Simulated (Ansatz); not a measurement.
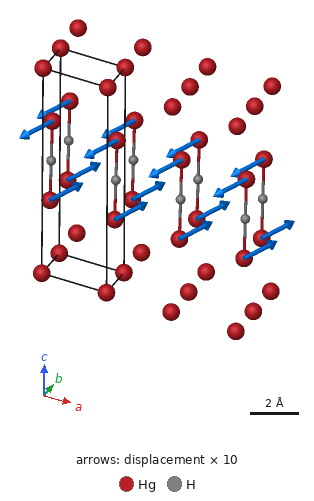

This is a relaxation of a crystal of Hg3H (set up in P-1). The starting structure is drawn; blue arrows show the displacements (the part carried along by the change of the cell is left out), magnified 10 times.

The picture is a ball-and-stick view of the cell of the calculation, repeated 3 × 2 × 1 with one cell outlined, seen slightly off an axis.

Case: 1 H put on empty site 1 of 1 host cells, relaxed.

Computed with DFT PBE, scalar-relativistic, plane waves, PAW in Ansatz. Set-up: plane-wave cutoff 420 eV; k-point mesh 12 × 12 × 4; occupations gaussian; smearing width 0.1 eV; no spin polarisation; cell and atoms relaxed; force threshold 0.025 eV/Å; at most 70 steps.

Q: Which element moves most?

A: Mercury: up to 0.18 Å, against 0.00 Å for hydrogen.

Q: Describe the change and its energy.

A: The largest moves relative to the cell, 0.18 Å, are those of Hg atoms. H stays in place. The drawn cell changes as follows: a 3.242 → 3.362 Å (+3.7 %), b 3.281 → 3.324 Å (+1.3 %), c 8.908 → 9.265 Å (+4.0 %), α 88.4° → 82.1°, β 97.3° → 94.1°, γ 108.9° → 119.3°; the volume changes by +0.5 %. Near-neighbour distances that change, for instance: H–Hg 1.868 → 1.876 Å. The space group stays P-1 (No. 2). The energy falls by 50.0 meV per cell of the calculation in 11 accepted moves (16 points after the start). Largest force component: 0.034 eV/Å at the start, 0.0014 eV/Å at the end. Pressure: 0.46 GPa at the start and 0.01 GPa at the end. The line search rejected the trial steps at points 3, 8, 12, 14 of the run. The SCF was repeated once at an unchanged geometry on a basis and grid sized afresh for the cell, which shifted the energy by 2.3 meV per cell of the calculation at most. The run took 6.5 min on 2 threads of Arm Neoverse V1 (shared host), peak memory 0.86 GiB.
